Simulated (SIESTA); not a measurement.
System: BaTiO₃ (space group P4mm).

Calculation (SIESTA 5.4.2): DFT in numerical atomic orbitals with pseudopotentials, no spin polarisation; energies at scaled volumes of the given cell, shape and fractions fixed, counted from the fit's minimum, third-order Birch-Murnaghan fit. All runs: no spin polarisation.

```json
{"setting": "k mesh", "value": "5×5×5"}
{"setting": "occupations", "value": "Fermi–Dirac"}
{"setting": "smearing width", "value": "0.05 eV"}
{"setting": "potentials", "value": "PseudoDojo 0.4 standard, converted to PSML, two zetas on semicore shells"}
```

Predict the pressure against volume, with one curve for each functional. The cases: PBEsol; LDA.

The fitted equilibrium volumes, smallest first, are LDA 12.408, PBEsol 12.733 Å³/atom. The fitted bulk moduli, smallest first, are PBEsol 178.0, LDA 193.8 GPa. For PBEsol, the pressure falls from 10.52 GPa at volume 12.08 Å³/atom to −10.32 GPa at 13.63 Å³/atom, and changes sign near 12.74 Å³/atom. For LDA, the pressure falls from 5.40 GPa at volume 12.08 Å³/atom to −14.60 GPa at 13.63 Å³/atom, and changes sign near 12.41 Å³/atom.

PBEsol:
| volume (Å³/atom) | pressure (GPa) |
| --- | --- |
| 12.08 | 10.52 |
| 12.34 | 6.00 |
| 12.60 | 1.94 |
| 12.86 | −1.68 |
| 13.11 | −4.88 |
| 13.37 | −7.76 |
| 13.63 | −10.32 |

LDA:
| volume (Å³/atom) | pressure (GPa) |
| --- | --- |
| 12.08 | 5.40 |
| 12.34 | 1.07 |
| 12.60 | −2.85 |
| 12.86 | −6.33 |
| 13.11 | −9.43 |
| 13.37 | −12.16 |
| 13.63 | −14.60 |

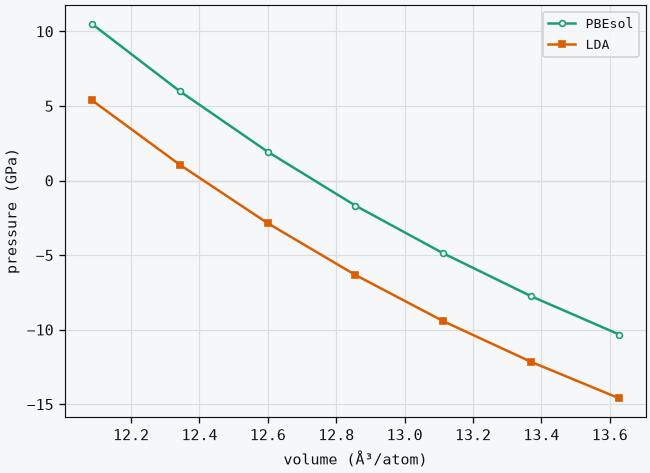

Note: mulliken charges of long orbitals; shape and atomic fractions are frozen while scaling, which makes layered, chain and framework solids too stiff.
